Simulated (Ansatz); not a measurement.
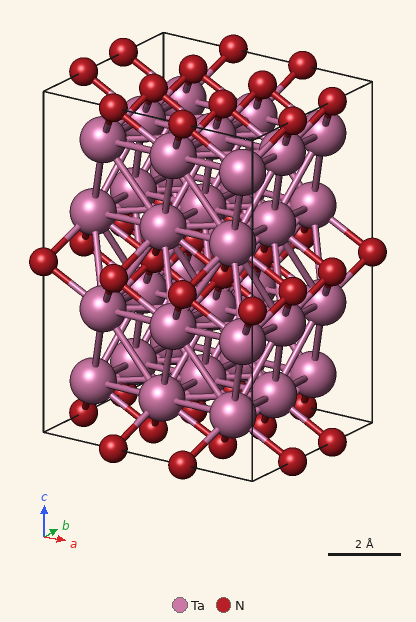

Figure 1. The input geometry (ball-and-stick view of the cell of the calculation, seen slightly off an axis). An atom can appear more than once, as a periodic image. Near neighbours in the periodic cell (some may lie outside the picture): Ta has 3 N at 2.16 to 2.20 Å and 12 Ta at 2.98 to 3.17 Å; Ta has 2 N at 2.20 Å and 12 Ta at 2.98 to 3.12 Å; N has 6 Ta at 2.16 to 2.20 Å.

**Ta₃₆N₁₇ (charge +2): single-point calculation (part 1 of 2)**

System: Ta₃₆N₁₇ (defect cell, 53 atoms in the cell, total charge +2).
Method: DFT PBE, scalar-relativistic, plane waves, PAW, spin-polarised (Ansatz 0.2.0).

The structure derives from a Materials Project entry.

**Input file**
```yaml
crystal:
  lattice:
    - [9.338585, 0.0, 0.0]
    - [-4.669292, 8.087451, 0.0]
    - [0.0, 0.0, 9.739682]
  atoms:
    - { symbol: Ta, position: [0.2216098918, 0.1110401129, 0.3752659406] }
    - { symbol: Ta, position: [0.2216914283, 0.1111458146, 0.8712747978], spin: 0.2 }
    - { symbol: Ta, position: [0.2223507409, 0.4448934607, 0.3721910171] }
    - { symbol: Ta, position: [0.2200788537, 0.4404394384, 0.8741273426] }
    - { symbol: Ta, position: [0.2223591272, 0.7779098462, 0.3721831664] }
    - { symbol: Ta, position: [0.2200711676, 0.7801893946, 0.874110966] }
    - { symbol: Ta, position: [0.5558881748, 0.1119700145, 0.3714586419] }
    - { symbol: Ta, position: [0.556144203, 0.1125679917, 0.8722532009] }
    - { symbol: Ta, position: [0.5558565096, 0.4444033662, 0.3714826396] }
    - { symbol: Ta, position: [0.5561234186, 0.4441421805, 0.8722712455] }
    - { symbol: Ta, position: [0.5553919187, 0.7779587454, 0.3721810158] }
    - { symbol: Ta, position: [0.5598576095, 0.7801835608, 0.8740951671] }
    - { symbol: Ta, position: [0.8892201887, 0.1110485546, 0.3751569851] }
    - { symbol: Ta, position: [0.889228817, 0.1110991857, 0.8713845708], spin: 0.2 }
    - { symbol: Ta, position: [0.8883065147, 0.4443841049, 0.3714056172] }
    - { symbol: Ta, position: [0.8876662146, 0.4441496858, 0.8722959416] }
    - { symbol: Ta, position: [0.8892303032, 0.7786509493, 0.3752363495] }
    - { symbol: Ta, position: [0.8892888616, 0.7787709028, 0.8713978811], spin: 0.2 }
    - { symbol: Ta, position: [0.1107429144, 0.2217806454, 0.1285266395], spin: 0.2 }
    - { symbol: Ta, position: [0.110790725, 0.2217948089, 0.6247148809] }
    - { symbol: Ta, position: [0.1122922417, 0.5564345954, 0.1276619696] }
    - { symbol: Ta, position: [0.111744632, 0.5560832873, 0.6284963421] }
    - { symbol: Ta, position: [0.1107611615, 0.8895184002, 0.1285449337], spin: 0.2 }
    - { symbol: Ta, position: [0.110846263, 0.8894189017, 0.624696889] }
    - { symbol: Ta, position: [0.4400991993, 0.2203343425, 0.1257957522] }
    - { symbol: Ta, position: [0.444718902, 0.2226083033, 0.6277125963] }
    - { symbol: Ta, position: [0.4437919486, 0.5563920207, 0.1277165403] }
    - { symbol: Ta, position: [0.4441532184, 0.5561013196, 0.6284459811] }
    - { symbol: Ta, position: [0.4438633485, 0.8879758373, 0.1276580325] }
    - { symbol: Ta, position: [0.4441625954, 0.8885866561, 0.6284597706] }
    - { symbol: Ta, position: [0.7799187384, 0.2203665953, 0.125781558] }
    - { symbol: Ta, position: [0.7777468748, 0.2225619781, 0.6277770998] }
    - { symbol: Ta, position: [0.7798981664, 0.5601052385, 0.125821489] }
    - { symbol: Ta, position: [0.7776870144, 0.5555735214, 0.6277587981] }
    - { symbol: Ta, position: [0.7784553185, 0.8895151442, 0.1285255393], spin: 0.2 }
    - { symbol: Ta, position: [0.7784566867, 0.8894600441, 0.6247346121] }
    - { symbol: "N", position: [4.6243e-06, 0.0002622204, 0.4999646691] }
    - { symbol: "N", position: [5.8164e-06, 0.3344648511, -4.19924e-05] }
    - { symbol: "N", position: [-2.1107e-06, 0.335900558, 0.499948021] }
    - { symbol: "N", position: [7.7719e-06, 0.6660881883, -3.58846e-05] }
    - { symbol: "N", position: [-1.28309e-05, 0.6645328836, 0.4999757195] }
    - { symbol: "N", position: [0.3342253901, 0.0002573185, -3.03067e-05] }
    - { symbol: "N", position: [0.3356710711, 0.0002791139, 0.4999502481] }
    - { symbol: "N", position: [0.3341756979, 0.3344546688, -2.46885e-05] }
    - { symbol: "N", position: [0.3356514052, 0.3359497387, 0.4999830022] }
    - { symbol: "N", position: [0.3333280891, 0.6669177133, -0.0016975404] }
    - { symbol: "N", position: [0.3333494962, 0.6669311173, 0.4983130657] }
    - { symbol: "N", position: [0.6658072645, 0.000239213, -7.61339e-05] }
    - { symbol: "N", position: [0.6644065905, 0.0002784049, 0.4999549214] }
    - { symbol: "N", position: [0.6666682703, 0.3336196526, 0.0016251565] }
    - { symbol: "N", position: [0.6667168868, 0.333587923, 0.5016088618] }
    - { symbol: "N", position: [0.665800749, 0.666050474, 1.5598e-06] }
    - { symbol: "N", position: [0.6643254244, 0.6646051087, 0.499965522] }
magnetization:
  spin_polarized: true
total_charge: 2
basis:
  ecutwfc: 420
  fft_grid_basis: typed
kpoints:
  mp_grid: { grid: [3, 3, 1] }
hamiltonian:
  xc: pbe
  pseudopotentials: { kind: paw }
scf:
  occupations: { method: gaussian, width: 0.05 }
output:
  forces: true
  stress: false
  eigenvalues: true
  bader: true
  write_density: true
  volumetric_format: npy
  populations: true
```

Launched with:
```bash
ansatz run input.yaml --threads 8 --pin off --max-ram 16384MiB --backend cpu --events-out ev --progress --plain --runs-dir out
```

**The program's output**
```
Engine: ansatz 0.2.0, aarch64-unknown-linux-gnu
Pseudopotentials: kind: paw
Pseudopotential: Ta, paw, valence charge 13, recommended cutoff 420 eV (normal), Ta.paw.azcp
Pseudopotential: N, paw, valence charge 5, recommended cutoff 420 eV (normal), N.paw.azcp
Functional definition: PBE
  parameter kappa = 0.804
  parameter beta = 0.06672455060314922
  exchange = pbe_x(kappa = kappa, mu = beta*pi^2/3)
  correlation = pbe_c(beta = beta)
Crystal: 53 atoms, lattice volume = 735.593 Å³
Basis set: ecut = 420 eV, 14385 PW (Γ), exchange–correlation on 128×128×144 points (8 copies of the dense FFT grid, shifted against one another)
Bands: 332, of which v1, the nominal top of the filled ones, is band 276 counted from 1 (275 counted from 0)
Symmetry: 1 space group operations
Space group: P1 (ITA 1), of the structure as read, at distance tolerance 9.0e-5 Å
Magnetic group: BNS 1.1 (UNI 1), of the structure as read, at distance tolerance 9.0e-5 Å
k-points: 5 of 9 (time reversal used)
Non-local potential: Ta, projectors of the file, l = 0: 3, l = 1: 2, l = 2: 2, l = 3: 1
Non-local potential: N, projectors of the file, l = 0: 2, l = 1: 2, l = 2: 1
PAW form: soft (Blöchl's): semilocal exchange-correlation on the pseudo side does not see the compensation charge
PAW one-centre angular grid: Ta, 590 points (default); XC on 64 Gauss nodes
PAW one-centre angular grid: N, 110 points (default); XC on 64 Gauss nodes
Initial density: superposition of atomic densities (chi_scale 0.1, normalization cell, long waves kept (reshape's long-wave potential 0.30 eV rms))
Starting moments: Σ|m| = 1.2 μB on 6 of 53 sites
Initial wavefunctions: pseudopotential atomic-orbital guess
Functional: x = pbe(κ = 0.804, μ = 0.2195149727645171), c = pbe(β = 0.06672455060314922)
SCF iter   1: F=—  HF=-364184.136609 eV  |F-HF|=—  |Δ(HF+E_count)|=         —  Δρ=2.94e-2 (↑2.85e-2 ↓2.94e-2)  dr2=9.53e1  dr2_m=2.39e-2  M=0.335 μB ∫|m|=0.372 μB  β_m=0.30  ethr=3.10e-3  ⟨swp⟩=5.0  Hψ=12436  notcnv=0  defer=39
Mixer restart at iter 1: flushing history
preconditioner: auto → Kerker (q_TF=auto, 2.600 Å⁻¹)  [metal: Δε(μ)=0.008 eV  Ē_g=7.475 eV  σ=0.050 eV  W_gap=0.09  n_scr=212 (ndim 8)  ℏωp=22.2 eV  f_vac=0.000  D(μ)=60.50/eV (n_scr^D=718)]
spin=Collinear: Kerker preconditioning applied to the charge; magnetization (m = ρ↑ − ρ↓) channel mixes plain (no charge-response kernel on spin).
SCF iter   2: F=—  HF=-364179.584123 eV  |F-HF|=—  |Δ(HF+E_count)|=    4.55e0  Δρ=2.24e-2 (↑2.18e-2 ↓2.24e-2)  dr2=6.13e1  dr2_m=1.27e-2  M=0.284 μB ∫|m|=0.324 μB  β_m=0.65  ethr=3.10e-3  ⟨swp⟩=2.0  Hψ=3905  notcnv=0  defer=442
SCF iter   3: F=—  HF=-364168.836040 eV  |F-HF|=—  |Δ(HF+E_count)|=    1.07e1  Δρ=5.22e-3 (↑5.18e-3 ↓5.22e-3)  dr2=1.91e0  dr2_m=9.35e-5  M=0.049 μB ∫|m|=0.082 μB  β_m=0.66  ethr=3.10e-3  ⟨swp⟩=4.0  Hψ=5538  notcnv=0  defer=450
SCF iter   4: F=—  HF=-364169.352996 eV  |F-HF|=—  |Δ(HF+E_count)|=   5.17e-1  Δρ=3.40e-3 (↑3.40e-3 ↓3.39e-3)  dr2=9.10e-1  dr2_m=3.83e-5  M=0.019 μB ∫|m|=0.038 μB  β_m=0.83  ethr=3.46e-4  ⟨swp⟩=3.0  Hψ=4904  notcnv=0  defer=474
SCF iter   5: F=—  HF=-364169.425578 eV  |F-HF|=—  |Δ(HF+E_count)|=   7.26e-2  Δρ=1.34e-3 (↑1.33e-3 ↓1.34e-3)  dr2=1.31e-1  dr2_m=3.86e-6  M=0.008 μB ∫|m|=0.014 μB  β_m=0.81  ethr=1.65e-4  ⟨swp⟩=3.0  Hψ=4590  notcnv=0  defer=474
SCF iter   6: F=—  HF=-364169.434469 eV  |F-HF|=—  |Δ(HF+E_count)|=   8.89e-3  Δρ=4.71e-4 (↑4.71e-4 ↓4.65e-4)  dr2=3.83e-2  dr2_m=4.33e-7  M=0.002 μB ∫|m|=0.004 μB  β_m=0.90  ethr=2.38e-5  ⟨swp⟩=2.0  Hψ=4708  notcnv=0  defer=474
SCF iter   7: F=—  HF=-364169.435561 eV  |F-HF|=—  |Δ(HF+E_count)|=   1.09e-3  Δρ=1.74e-4 (↑1.74e-4 ↓1.69e-4)  dr2=3.27e-3  dr2_m=1.90e-7  M=0.000 μB ∫|m|=0.002 μB  β_m=0.95  ethr=6.95e-6  ⟨swp⟩=2.0  Hψ=3866  notcnv=0  defer=474
SCF iter   8: F=—  HF=-364169.435469 eV  |F-HF|=—  |Δ(HF+E_count)|=   9.26e-5  Δρ=6.26e-5 (↑6.21e-5 ↓6.26e-5)  dr2=1.46e-4  dr2_m=2.74e-8  M=-0.000 μB ∫|m|=0.001 μB  β_m=0.90  ethr=5.93e-7  ⟨swp⟩=2.0  Hψ=4602  notcnv=0  defer=474
SCF iter   9: F=—  HF=-364169.435449 eV  |F-HF|=—  |Δ(HF+E_count)|=   1.99e-5  Δρ=1.84e-5 (↑1.83e-5 ↓1.84e-5)  dr2=1.57e-5  dr2_m=2.21e-9  M=-0.000 μB ∫|m|=0.000 μB  β_m=0.87  ethr=2.65e-8  ⟨swp⟩=2.0  Hψ=4628  notcnv=0  defer=474
SCF iter  10: F=—  HF=-364169.435446 eV  |F-HF|=—  |Δ(HF+E_count)|=   3.16e-6  Δρ=7.24e-6 (↑7.24e-6 ↓7.21e-6)  dr2=2.01e-6  dr2_m=5.02e-10  M=-0.000 μB ∫|m|=0.000 μB  β_m=0.86  ethr=2.85e-9  ⟨swp⟩=2.0  Hψ=4634  notcnv=0  defer=474
SCF iter  11: F=—  HF=-364169.435445 eV  |F-HF|=—  |Δ(HF+E_count)|=   3.73e-7  Δρ=1.72e-6 (↑1.70e-6 ↓1.72e-6)  dr2=1.73e-7  dr2_m=4.12e-11  M=-0.000 μB ∫|m|=0.000 μB  β_m=0.93  ethr=3.65e-10  ⟨swp⟩=2.0  Hψ=4643  notcnv=0  defer=474
SCF iter  12: F=-364169.435445 eV  HF=-364169.435445 eV  |F-HF|=2.82e-8  |Δ(HF+E_count)|=   1.69e-8  Δρ=5.50e-7 (↑5.42e-7 ↓5.50e-7)  dr2=3.18e-8  dr2_m=2.66e-12  M=-0.000 μB ∫|m|=0.000 μB  ethr=1.81e-11  ⟨swp⟩=12.1  Hψ=14542  notcnv=0
SCF 1 converged in 12 iterations: F = -364169.435445 eV  dr2 = 3.18e-8
  greatest PAW one-centre occupation: 0.999 electrons in one spin orbital (limit 2), on the Ta atom at site 3 (counted from 0), in its partial waves of l = 0
```

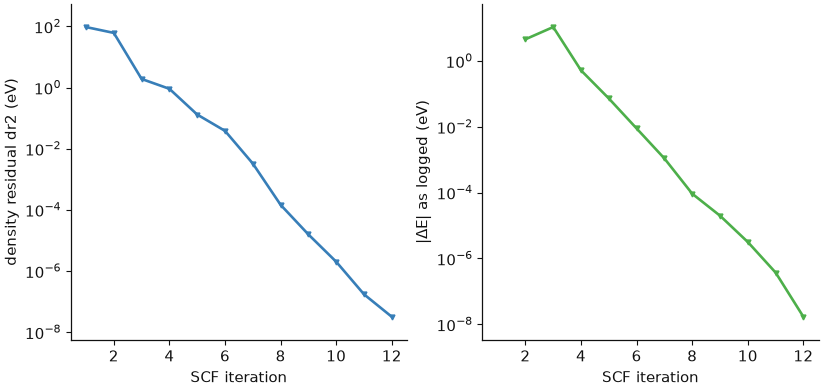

Figure 2. Convergence of the self-consistent field: density residual dr2 and size of the energy change against the SCF iteration. The residual falls at every step.

```
WARN: the starting moments were not kept: the SCF closed with an absolute magnetisation of 1.4e-5 μB, where they sum to 1.2 μB in size (6 sites). That is at most 0.1 of that sum. Measured as dr2_m measures the in/out step, that magnetisation stands 1.9e-12 eV from none, at or under the dr2_threshold of 1.0e-7 eV: it is no larger than a step whose dr2_m would equal this threshold. The system may hold no moment; this SCF shows only that its start led to no more than that. To try another start: raise the starting moments (crystal.atoms[].spin, magnetization.per_species, magnetization.initial_magnetization, or on a non-collinear deck that types none of these the spinor_matrix: blocks that start its atoms; where the total moment is fixed, keep their sum and leave initial_magnetization as it is; typed ones take the place of any that the run laid by itself, positive ones on a crystal's lanthanoids without a Hubbard term where scf.initial_density.shell_occupations: [] is typed) or, if the notice of its spin-set hold's release reads "site moments contracting" or "site moments show no strong build", lengthen the hold (scf.mixing.spin_hold: { on: { confirm: 4 } }; for m-r²SCAN on two components see the key's manual first). Each may lead to a state that holds a moment. A second SCF, from the converged charge density, with the starting moments and any scf.initial_density.shell_occupations laid on it anew, would have followed, and was not run: the deck does not ask for one (magnetization.retry_lost_moments is false, the default). To let it run, set magnetization.retry_lost_moments: true and run the deck again, where that key's refused combinations let it; where memory then withholds it, that run's warning says so.
SCF converged after 12 iterations
Magnetization: -0.0000 μB (275.5000 up, 275.5000 down)
Absolute magnetization: 0.0000 μB (∫|ρ↑−ρ↓|, with the PAW one-centre terms)
Spin contamination: 0.0000 ħ² per cell (⟨S²⟩ above its minimum at these occupations)
Per-site moments (μB) at R_I (Å): [(1.4625443528861454e-7, 0.8930537177407868), (-3.474051123132164e-7, 0.9068398916307954), (6.76037401010819e-8, 0.8974642814429764), (2.5602729216474404e-8, 0.8915353714248008), (5.044261838241615e-8, 0.8972933570778399), (1.0997609026588718e-8, 0.8915606226691116), (-2.571741692839248e-7, 0.8979096818921634), (3.07313972382148e-8, 0.9007857744890171), (-1.6752434314088867e-7, 0.8978573043891018), (1.5861518274907592e-8, 0.9007868909383312), (5.963067068000171e-8, 0.8975001523660647), (5.00981646750724e-8, 0.8914841666640468), (1.3567661066132004e-7, 0.893204077827919), (-3.3953508524122185e-7, 0.9067057134001751), (-1.9777301041681267e-7, 0.8979135973227924), (-1.2420601660265929e-8, 0.9007296103445158), (1.252547348187573e-7, 0.8931369341474664), (-3.8269186105870634e-7, 0.9067890290236136), (-3.135565875042881e-7, 0.9068400037143511), (1.3920488051524289e-7, 0.8929690228933836), (1.8181336705325507e-8, 0.9007950864405214), (-1.8160224938120058e-7, 0.8979572304125049), (-3.4784934895445996e-7, 0.9069004355866228), (1.367299448979232e-7, 0.8933492429650819), (3.7777940750342194e-8, 0.8914342758087772), (5.8752984201740204e-8, 0.8973135675125726), (2.7903555004032165e-8, 0.9008931794818195), (-2.1530046103605042e-7, 0.8976728787918714), (4.1157216419571396e-8, 0.9007223848461288), (-2.1451358744272077e-7, 0.897869558489979), (5.36900008253602e-8, 0.8915572491725064), (6.863842555187922e-8, 0.8976194148765014), (7.206253523109458e-9, 0.8914283675008441), (7.811731663461136e-8, 0.8973842210264864), (-3.8308790433707993e-7, 0.9067889414050144), (1.41819546136722e-7, 0.893055964209943), (-3.6207424323370733e-8, 0.8929690228933836), (7.67257957914171e-8, 0.8915353714248008), (2.3429724890849872e-8, 0.8979208952049719), (8.245141394128465e-8, 0.8915606226691116), (2.678354932075211e-8, 0.8979135973227924), (6.725594186400484e-8, 0.8915428017446863), (2.159159798160749e-8, 0.897869558489979), (7.848984842397758e-8, 0.8914342758087772), (1.8334620081301785e-8, 0.8976728787918714), (4.759473197965589e-8, 0.9021379222135211), (7.830640611079122e-8, 0.8972933570778399), (8.292518651312235e-8, 0.8914841666640468), (3.533948718653679e-8, 0.8979096818921634), (5.146340376333259e-8, 0.9019644456048698), (6.814396256634849e-8, 0.8973135675125726), (8.322421434112927e-8, 0.8914283675008441), (2.5402064004081384e-8, 0.8977698332866978)]
Free energy (F): -364169.435445 eV
Harris-Foulkes:  -364169.435445 eV  (|F-HF|=2.82e-8)
Internal energy: -364169.405625 eV  (E = F + TS)
E sigma→0 (E₀):  -364169.420535 eV
Entropy (-TS):   -0.029821 eV (-0.563 meV/atom)
Fermi energy:    19.308531 eV
--- Per-component energies (eV) ---
  E_band       = -3407.189520
  E_kinetic    = 15354.165124
  E_local      = -22636.207510  (includes V_loc(G=0)·N_el)
  E_nonlocal   = 1264.199866
  E_hartree    = 7814.173774
  E_xc         = -8875.825730
  E_vxc        = -8632.420023  (∫ρ·V_xc dr)
  E_paw        = -304433.260407  (= ΣΔE_a)
  E_vpaw       = -4385.281948  (= ΣTr[D̂ρ^β])
  E_aug_tail   = 0.007189  (compensation charges beyond the density's cutoff)
  E_ewald      = -52656.657930
  E_smearing   = -0.029821  (= −TS)
  E_closure    = -0.000000  (closes the sum)
  E_deformation_potential = 53.290221  (in the stress; not in F)
  Σ components = -364169.435445   (vs F -364169.435445, Δ=0.00e0)
--- Forces (eV/Å), atoms counted from 1 ---
  atom   1  Ta     0.01382239     0.00918042    -0.13786230
  atom   2  Ta     0.09894983     0.05111239    -0.05496411
  atom   3  Ta    -0.00346026    -0.00844308    -0.02627503
  atom   4  Ta    -0.00142434    -0.01852891    -0.03888557
  atom   5  Ta    -0.01004122     0.00587214    -0.02367527
  atom   6  Ta    -0.01321953     0.01010830    -0.03753277
  atom   7  Ta    -0.00174469     0.04274579    -0.04721704
  atom   8  Ta     0.00213760     0.00536155    -0.00561742
  atom   9  Ta     0.03908249    -0.02045661    -0.04884365
  atom  10  Ta     0.00879976    -0.00180336    -0.00696940
  atom  11  Ta     0.00677237     0.00244375    -0.02368709
  atom  12  Ta     0.01437218     0.00806673    -0.03416002
  atom  13  Ta    -0.01210525     0.00841641    -0.12802717
  atom  14  Ta    -0.10219659     0.05617074    -0.06460939
  atom  15  Ta    -0.03765806    -0.02035997    -0.03952587
  atom  16  Ta     0.00098769    -0.00286577    -0.01201187
  atom  17  Ta    -0.00156825    -0.01703275    -0.13277287
  atom  18  Ta    -0.00367793    -0.12239203    -0.06469114
  atom  19  Ta     0.00067739     0.11893672     0.06294586
  atom  20  Ta     0.00220912     0.01923281     0.13235692
  atom  21  Ta     0.00297421     0.00037515     0.00607910
  atom  22  Ta     0.03436318     0.02286378     0.04142560
  atom  23  Ta     0.10297384    -0.05951363     0.06287573
  atom  24  Ta     0.00900438    -0.00616497     0.13216416
  atom  25  Ta    -0.00904765    -0.00803896     0.04004834
  atom  26  Ta    -0.01091296    -0.00515182     0.02645597
  atom  27  Ta     0.00175629     0.00469857     0.00307081
  atom  28  Ta    -0.03751354     0.02396272     0.04965370
  atom  29  Ta     0.00154657    -0.00465866     0.00761796
  atom  30  Ta     0.00300716    -0.04566946     0.04404672
  atom  31  Ta     0.01388008    -0.01104708     0.03806218
  atom  32  Ta     0.00189253    -0.00318307     0.02165536
  atom  33  Ta     0.00099702     0.01841660     0.03820630
  atom  34  Ta    -0.00161338     0.01256004     0.02454690
  atom  35  Ta    -0.10085682    -0.06203457     0.06426168
  atom  36  Ta    -0.01582581    -0.01083546     0.13005169
  atom  37  N      0.00086064    -0.00239551     0.00014940
  atom  38  N     -0.01605229     0.02792866     0.00089091
  atom  39  N     -0.01740869     0.03315015     0.00082299
  atom  40  N      0.01439518    -0.02560560     0.00212811
  atom  41  N      0.02080493    -0.03055958    -0.00138476
  atom  42  N      0.02564748     0.00120253    -0.00308857
  atom  43  N      0.04194349    -0.00181913     0.00094440
  atom  44  N      0.01476202     0.02860599    -0.00136620
  atom  45  N      0.02282047     0.02805717    -0.00136988
  atom  46  N      0.00084647     0.00234007    -0.02429346
  atom  47  N      0.00050419    -0.00017667    -0.02958922
  atom  48  N     -0.03257058     0.00334609     0.00364180
  atom  49  N     -0.03986323    -0.00082157     0.00168404
  atom  50  N     -0.00334711    -0.00200887     0.02525061
  atom  51  N      0.00157159     0.00091761     0.03014945
  atom  52  N     -0.01853361    -0.02264553    -0.00354200
  atom  53  N     -0.01372094    -0.03186065     0.00077224
  max |Σ_I F_I| component: 3.13e-6 eV/Å
--- Band table (eV; the first three rows and the last of 10) ---
```
